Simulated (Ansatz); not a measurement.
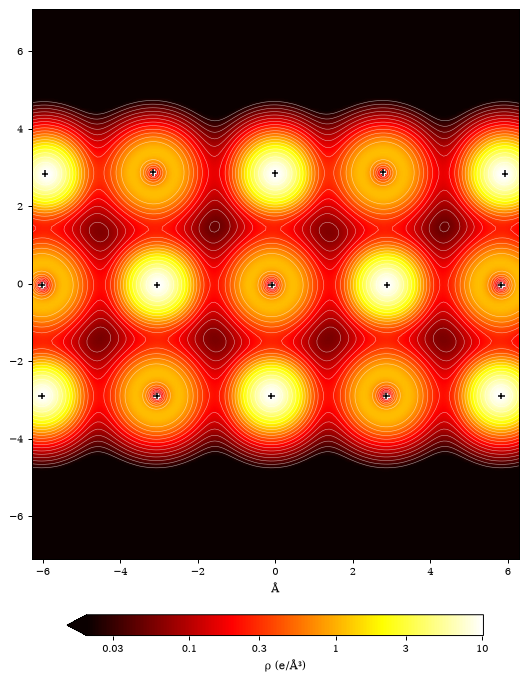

The valence electron density on a plane through atoms (crosses mark nuclei in the plane).

Level of theory: Ansatz, DFT PBE+D3(BJ), scalar-relativistic, plane waves, PAW.

Candidates:
A. AlAs, a = 5.66 Å, b = 5.66 Å, c = 5.66 Å, α = 90.00°, β = 90.00°, γ = 90.00°. Space group F-43m.
B. Pd (slab), a = 5.50 Å, b = 5.50 Å, c = 20.49 Å, α = 90.00°, β = 90.00°, γ = 120.00°. 
C. PbS (slab), a = 8.39 Å, b = 8.39 Å, c = 25.98 Å, α = 90.00°, β = 90.00°, γ = 90.00°. 

Which system is this?

Answer. Candidate C: PbS on the (110) plane of the calculation cell, a cut from vacuum to vacuum, which holds Pb and S. Pb–S (2.79 Å): ρ is about 0.31 e/Å³ halfway. Pb–S (2.86 Å): the density is about 0.27 e/Å³ at the midpoint.
